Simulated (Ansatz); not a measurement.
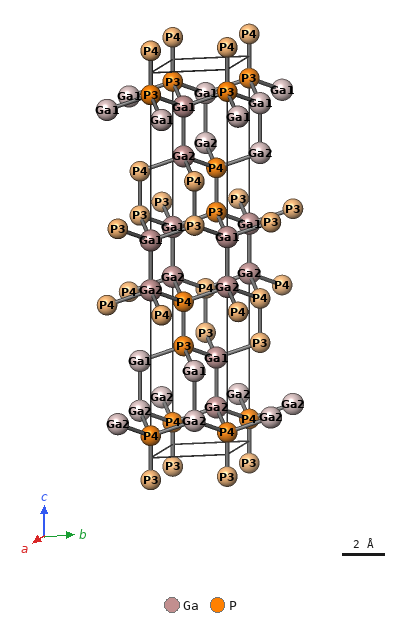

**Figure 1.** The structure (ball-and-stick view of the cell 3 times as large as that of the calculation, set on its symmetry axes, seen slightly off an axis; neighbours outside the cell are drawn fainter; atoms are numbered from 1 in the order of the input). Near neighbours in the crystal (not all of them lie inside the picture): Ga has 1 Ga at 2.44 Å and 3 P at 2.35 Å; P has 3 Ga at 2.35 Å and 1 P at 2.17 Å.

## What a change does: single-point calculation on GaP

System: GaP (R-3m, 4 atoms in the cell).
Method of the first run: Kohn-Sham DFT of a periodic cell, PBEsol, Ansatz PAW, no spin polarisation (Ansatz 0.2.0).

The structure derives from a Materials Project entry. Text and figures count atoms from 1; the logs count them from 0 in places.

**The input, the first run**
```yaml
crystal:
  lattice:
    - [1.9033506749, 1.0989000245, 6.299532242]
    - [-1.9033506749, 1.0989000245, 6.299532242]
    - [0.0, -2.1978000491, 6.299532242]
  atoms:
    - { symbol: Ga, position: [0.564628, 0.564628, 0.564628] }
    - { symbol: Ga, position: [0.435372, 0.435372, 0.435372] }
    - { symbol: P, position: [0.942611, 0.942611, 0.942611] }
    - { symbol: P, position: [0.057389, 0.057389, 0.057389] }
hamiltonian:
  xc: pbesol
  pseudopotentials: { kind: paw }
kpoints:
  mp_grid: { grid: [8, 8, 8] }
scf:
  occupations: { method: fermi_dirac, width: 0.05 }
output:
  forces: true
  stress: true
  eigenvalues: true
```

Launched with:
```bash
ansatz run input.yaml --threads 2 --pin off --max-ram 5632MiB --backend cpu --events-out ev --progress --plain --runs-dir out
```

Hardware: 2 threads of Intel Xeon @ 2.70GHz, 189 GiB of memory available, shared host.

**Output, shortened to warnings, some set-up lines, iterations and results (the first run)**
```
Basis set: ecut = 420 eV, 1533 PW (Γ), FFT grids on a1−a3, a2−a3, a3, exchange–correlation on 54×54×90 points (8 copies of the dense FFT grid, shifted against one another)
Symmetry: 12 space group operations
k-points: 65 of 512
Initial density: superposition of atomic densities (neutral atoms: chi_scale 0, normalization atom), corrected by the library's trained network
[...]
SCF iter   1: F=—  HF=-8967.603440 eV  |F-HF|=—  |Δ(HF+E_count)|=         —  Δρ=5.12e-3  dr2=5.85e-2  ethr=1.77e-3  ⟨swp⟩=6.5  Hψ=7403  notcnv=0
SCF iter   2: F=—  HF=-8967.586850 eV  |F-HF|=—  |Δ(HF+E_count)|=   1.66e-2  Δρ=2.07e-3  dr2=5.74e-3  ethr=1.62e-4  ⟨swp⟩=2.6  Hψ=2532  notcnv=0
SCF iter   3: F=—  HF=-8967.585699 eV  |F-HF|=—  |Δ(HF+E_count)|=   1.15e-3  Δρ=7.40e-4  dr2=5.37e-4  ethr=1.59e-5  ⟨swp⟩=2.0  Hψ=2600  notcnv=0
SCF iter   4: F=—  HF=-8967.585609 eV  |F-HF|=—  |Δ(HF+E_count)|=   8.99e-5  Δρ=3.83e-4  dr2=1.67e-4  ethr=1.49e-6  ⟨swp⟩=2.0  Hψ=2644  notcnv=0
SCF iter   5: F=—  HF=-8967.585633 eV  |F-HF|=—  |Δ(HF+E_count)|=   2.42e-5  Δρ=1.11e-4  dr2=1.45e-5  ethr=4.64e-7  ⟨swp⟩=2.9  Hψ=2657  notcnv=0
SCF iter   6: F=—  HF=-8967.585638 eV  |F-HF|=—  |Δ(HF+E_count)|=   5.04e-6  Δρ=2.67e-5  dr2=3.80e-7  ethr=4.02e-8  ⟨swp⟩=2.2  Hψ=2725  notcnv=0
SCF iter   7: F=-8967.585638 eV  HF=-8967.585638 eV  |F-HF|=1.80e-9  |Δ(HF+E_count)|=   3.01e-7  Δρ=5.69e-6  dr2=1.52e-8  ethr=2.78e-10  ⟨swp⟩=7.4  Hψ=7257  notcnv=0
SCF 1 converged in 7 iterations: F = -8967.585638 eV  dr2 = 1.52e-8
SCF converged after 7 iterations
Free energy (F): -8967.585638 eV
Harris-Foulkes:  -8967.585638 eV  (|F-HF|=1.80e-9)
Internal energy: -8967.585629 eV  (E = F + TS)
E sigma→0 (E₀):  -8967.585633 eV
Entropy (-TS):   -0.000010 eV (-0.002 meV/atom)
Fermi energy:    8.011986 eV
--- Per-component energies (eV) ---
  E_band       = -108.311075
  E_kinetic    = 374.718493
  E_local      = -4438.775494  (includes V_loc(G=0)·N_el)
  E_nonlocal   = 918.003996
  E_hartree    = 2055.444995
  E_xc         = -260.715687
  E_vxc        = -239.720207  (∫ρ·V_xc dr)
  E_paw        = -5004.755349  (= ΣΔE_a)
  E_vpaw       = -833.419727  (= ΣTr[D̂ρ^β])
  E_aug_tail   = -0.000232  (compensation charges beyond the density's cutoff)
  E_ewald      = -2613.324497
  E_core_change = 1.818148  (= ΣΔE_core)
  E_smearing   = -0.000010  (= −TS)
  E_closure    = 0.000000  (closes the sum)
  Σ components = -8967.585638   (vs F -8967.585638, Δ=0.00e0)
--- Forces (eV/Å), atoms counted from 1 ---
  atom   1  Ga     0.00000000     0.00000000    -0.12297173
  atom   2  Ga     0.00000000    -0.00000000     0.12297173
  atom   3  P      0.00000000     0.00000000    -0.28017630
  atom   4  P     -0.00000000    -0.00000000     0.28017630
  max |Σ_I F_I| component: 5.55e-17 eV/Å
--- Stress (GPa, compression-positive) ---
        1.503955       0.000000       0.000000
        0.000000       1.503955      -0.000000
        0.000000      -0.000000       2.790847
  P = ⅓ Tr σ = 1.9329 GPa (19.329 kbar)
```

For the second run the input was changed thus:
```diff
-    - [1.9033506749, 1.0989000245, 6.299532242]
-    - [-1.9033506749, 1.0989000245, 6.299532242]
-    - [0.0, -2.1978000491, 6.299532242]
+    - [1.9685840968, 1.1365625582, 6.5154357273]
+    - [-1.9685840968, 1.1365625582, 6.5154357273]
+    - [0.0, -2.2731251164, 6.5154357273]
```

Predict how the results change.

With the same functional and potentials, the second run lies 25.8 meV per atom higher. The pressure goes from 1.93 to −5.19 GPa. The largest force goes from 0.280 to 0.009 eV/Å. The volume per atom goes from 19.76 to 21.87 Å³. The number of SCF iterations is the same. The plane waves at Γ go from 1533 to 1725.

**Output, shortened to warnings, some set-up lines, iterations and results (the second run)**
```
Basis set: ecut = 420 eV, 1725 PW (Γ), FFT grids on a1−a3, a2−a3, a3, exchange–correlation on 54×54×96 points (8 copies of the dense FFT grid, shifted against one another)
Symmetry: 12 space group operations
k-points: 65 of 512
Initial density: superposition of atomic densities (neutral atoms: chi_scale 0, normalization atom), corrected by the library's trained network
[...]
SCF iter   1: F=—  HF=-8967.499288 eV  |F-HF|=—  |Δ(HF+E_count)|=         —  Δρ=5.07e-3  dr2=6.09e-2  ethr=1.77e-3  ⟨swp⟩=6.4  Hψ=7309  notcnv=0
SCF iter   2: F=—  HF=-8967.483115 eV  |F-HF|=—  |Δ(HF+E_count)|=   1.62e-2  Δρ=1.99e-3  dr2=5.92e-3  ethr=1.69e-4  ⟨swp⟩=2.5  Hψ=2492  notcnv=0
SCF iter   3: F=—  HF=-8967.482170 eV  |F-HF|=—  |Δ(HF+E_count)|=   9.45e-4  Δρ=7.52e-4  dr2=6.94e-4  ethr=1.64e-5  ⟨swp⟩=2.0  Hψ=2600  notcnv=0
SCF iter   4: F=—  HF=-8967.482205 eV  |F-HF|=—  |Δ(HF+E_count)|=   3.58e-5  Δρ=4.08e-4  dr2=2.15e-4  ethr=1.93e-6  ⟨swp⟩=2.0  Hψ=2621  notcnv=0
SCF iter   5: F=—  HF=-8967.482224 eV  |F-HF|=—  |Δ(HF+E_count)|=   1.89e-5  Δρ=1.13e-4  dr2=1.52e-5  ethr=5.98e-7  ⟨swp⟩=2.0  Hψ=2632  notcnv=0
SCF iter   6: F=—  HF=-8967.482240 eV  |F-HF|=—  |Δ(HF+E_count)|=   1.55e-5  Δρ=3.12e-5  dr2=5.02e-7  ethr=4.23e-8  ⟨swp⟩=2.6  Hψ=2892  notcnv=0
SCF iter   7: F=-8967.482240 eV  HF=-8967.482240 eV  |F-HF|=7.76e-9  |Δ(HF+E_count)|=   4.91e-7  Δρ=2.98e-6  dr2=7.51e-9  ethr=2.78e-10  ⟨swp⟩=7.7  Hψ=7332  notcnv=0
SCF 1 converged in 7 iterations: F = -8967.482240 eV  dr2 = 7.51e-9
SCF converged after 7 iterations
Free energy (F): -8967.482240 eV
Harris-Foulkes:  -8967.482240 eV  (|F-HF|=7.76e-9)
Internal energy: -8967.482230 eV  (E = F + TS)
E sigma→0 (E₀):  -8967.482235 eV
Entropy (-TS):   -0.000011 eV (-0.003 meV/atom)
Fermi energy:    6.765129 eV
--- Per-component energies (eV) ---
  E_band       = -144.672183
  E_kinetic    = 368.464961
  E_local      = -4571.428361  (includes V_loc(G=0)·N_el)
  E_nonlocal   = 918.009653
  E_hartree    = 2105.722539
  E_xc         = -257.460311
  E_vxc        = -235.499273  (∫ρ·V_xc dr)
  E_paw        = -5005.882466  (= ΣΔE_a)
  E_vpaw       = -835.660595  (= ΣTr[D̂ρ^β])
  E_aug_tail   = -0.000227  (compensation charges beyond the density's cutoff)
  E_ewald      = -2526.726165
  E_core_change = 1.818148  (= ΣΔE_core)
  E_smearing   = -0.000011  (= −TS)
  E_closure    = 0.000000  (closes the sum)
  Σ components = -8967.482240   (vs F -8967.482240, Δ=0.00e0)
--- Forces (eV/Å), atoms counted from 1 ---
  atom   1  Ga    -0.00000000    -0.00000000     0.00910608
  atom   2  Ga     0.00000000     0.00000000    -0.00910608
  atom   3  P      0.00000000    -0.00000000    -0.00168258
  atom   4  P     -0.00000000     0.00000000     0.00168258
  max |Σ_I F_I| component: 4.63e-18 eV/Å
--- Stress (GPa, compression-positive) ---
       -5.146524       0.000000       0.000000
        0.000000      -5.146524       0.000000
        0.000000       0.000000      -5.272565
  P = ⅓ Tr σ = -5.1885 GPa (-51.885 kbar)
```

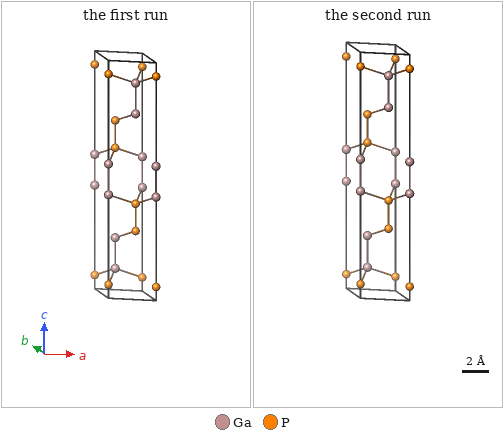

**Figure 2.** The two input geometries at one scale (ball-and-stick view of the cell 3 times as large as that of the calculation, set on its symmetry axes, seen slightly off an axis). The atoms keep their places relative to the cell (all moves are under 0.005 Å). The drawn cell changes as follows: a = b 3.807 → 3.937 Å (+3.4 %), c 18.899 → 19.546 Å (+3.4 %); the volume changes by +10.6 %. Among the contacts that change: Ga–Ga 2.443 → 2.526 Å, Ga–P 2.354 → 2.435 Å, P–P 2.169 → 2.243 Å.

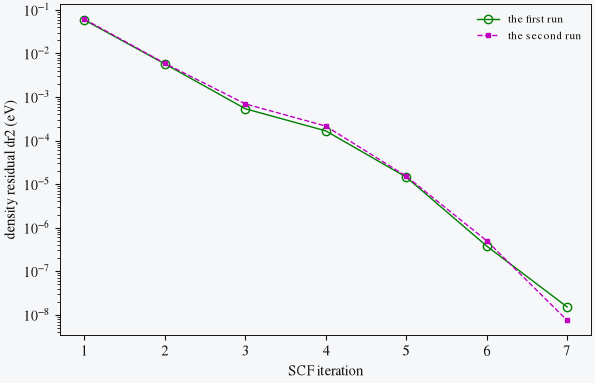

**Figure 3.** Convergence of the two runs: density residual dr2 against the SCF iteration. The first run takes 7 iterations in all, and the second run takes 7.

**The two runs side by side**

| quantity | the first run | the second run |
| --- | --- | --- |
| outcome | converged | converged |
| free energy per atom (eV) | −2241.8964 | −2241.8706 |
| gap on the mesh (eV) | 0.72 | 0.71 |
| pressure (GPa) | 1.93 | −5.19 |
| volume per atom (Å³) | 19.76 | 21.87 |
| largest force (eV/Å) | 0.280 | 0.009 |
| SCF iterations | 7 | 7 |
| irreducible k-points | 65 | 65 |
| plane waves at Γ | 1533 | 1725 |
| wall time (shared host) | 4.7 s | 3.6 s |

For the second run: The cell is under a tension of 5.2 GPa at this level, so it is not at its equilibrium volume.
